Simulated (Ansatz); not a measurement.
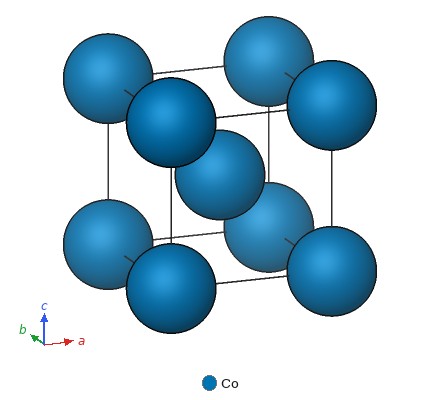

The structure; the drawing may span several cells.

Structure (in its standard cell), coordinates from a relaxation with Ansatz 0.2.0, DFT PBE, scalar-relativistic, plane waves, PAW; the starting structure was generated, so it need not be a known form of this composition:

```
CELL_PARAMETERS angstrom
2.76224 0.00000 0.00000
0.00000 2.76224 0.00000
0.00000 0.00000 2.76224
ATOMIC_POSITIONS crystal
Co 0.00000 0.00000 0.00000
Co 0.50000 0.50000 0.50000
```

> Predict the [111] zone-axis pattern (200 kV, kinematic, B = 0.5 Å²).

The spots form a hexagonal net with both shortest vectors at d = 1.95 Å, 60.0° apart. They are -1 1 0 and -1 0 1. The pattern has symmetry 6mm. No reflection of this zone is absent.

Strongest reflections with d > 0.80 Å, one of each family (|F|² from tabulated Gaussian fits of the electron scattering factors, times a small damping for the curvature of the Ewald sphere):

```json
{"hkl": "1 0 -1", "d (Å)": "1.953", "I (strongest = 100)": "100"}
{"hkl": "2 -1 -1", "d (Å)": "1.128", "I (strongest = 100)": "29"}
{"hkl": "2 0 -2", "d (Å)": "0.977", "I (strongest = 100)": "19"}
```

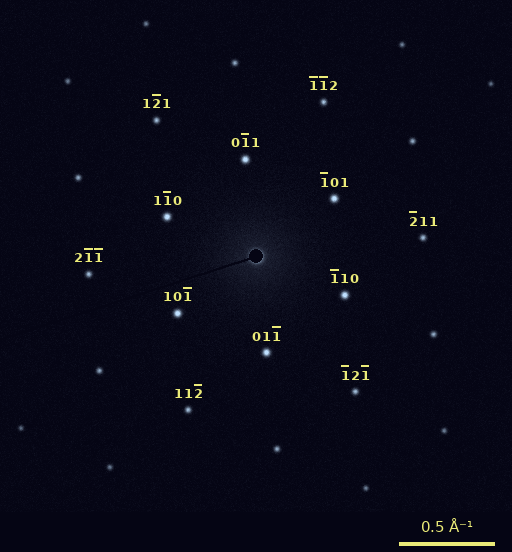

Calculated pattern, seen from the source side with [111] pointing towards the source.
